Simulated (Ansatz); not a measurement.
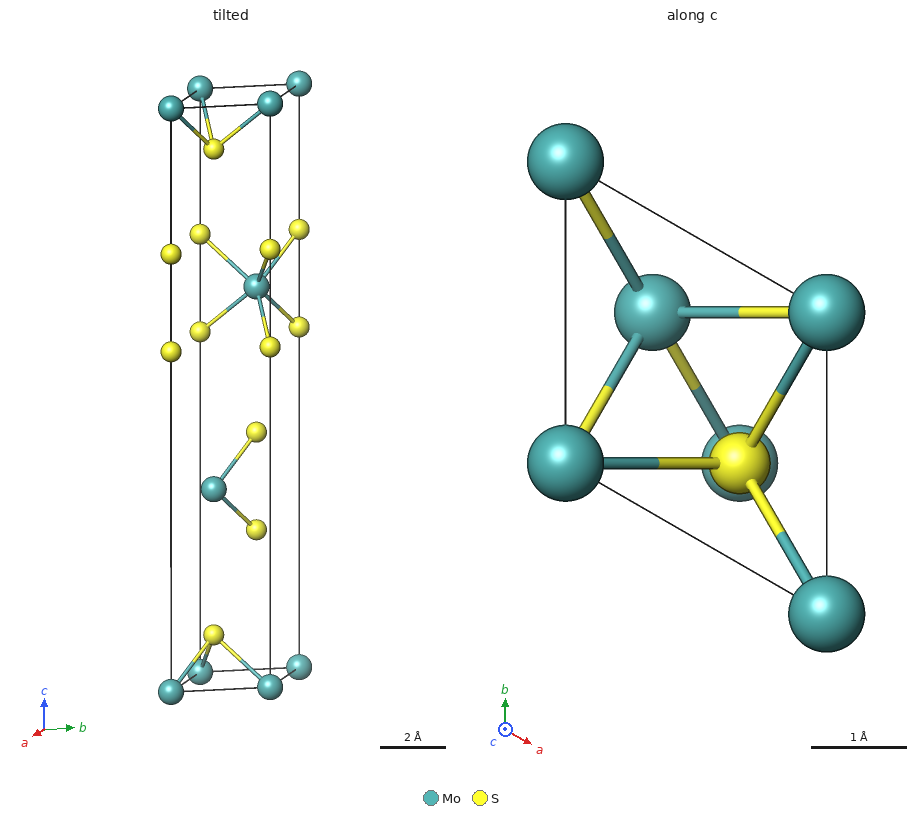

The crystal in a ball-and-stick representation, seen slightly off an axis and along the c axis. The box is the conventional unit cell; atoms on or close to its faces, edges and corners are drawn wherever they repeat.

MoS$_{2}$, space group R3m (No. 160), a = 3.175 Å, b = 3.175 Å, c = 18.582 Å, α = 90.00°, β = 90.00°, γ = 120.00°. Origin of the cell: a structure listed in the Materials Project. Earlier steps of the study may have refined or changed the cell and positions. A calculation with Ansatz used it as input.

This one geometry was computed with Ansatz (DFT, plane waves, PAW) at six levels of theory: HSE06, LDA, PBE with spin-orbit coupling, LC-wPBE, r2SCAN and dielectric-dependent PBE0 (fraction 1/eps_inf of PBE).

> Which level gives the highest pressure at this volume, and what does that say about its equilibrium volume?

Highest: PBE with spin-orbit coupling (2.4 GPa), which points to the largest equilibrium volume. Lowest, with the smallest volume: LC-wPBE (-7.5 GPa). Levels within 0.5 GPa of each other can't be told apart.

> How does the band gap change with the level of theory?

LDA: a gap of 0.86 eV, indirect; PBE with spin-orbit coupling: a gap of 0.91 eV, indirect; r2SCAN: a gap of 1.03 eV, indirect; dielectric-dependent PBE0 (fraction 1/eps_inf of PBE): a gap of 1.32 eV, indirect; HSE06: a gap of 1.43 eV, indirect; LC-wPBE: a gap of 5.27 eV, indirect.

> Collect the results in a table.

| level | cutoff (eV) | k-mesh of the run's cell | gap (eV) | pressure (GPa) |
| --- | --- | --- | --- | --- |
| HSE06 | 420 | 6×6×6 | 1.43 | -2.4 |
| LDA | 420 | 10×10×10 | 0.86 | -5.2 |
| PBE with spin-orbit coupling | 420 | 10×10×10 | 0.91 | 2.4 |
| LC-wPBE | 420 | 6×6×6 | 5.27 | -7.5 |
| r2SCAN | 500 | 10×10×10 | 1.03 | 1.2 |
| dielectric-dependent PBE0 (fraction 1/eps_inf of PBE) | 420 | 6×6×6 | 1.32 | 0.8 |

Gaps are taken on the k-mesh or band path of each run.
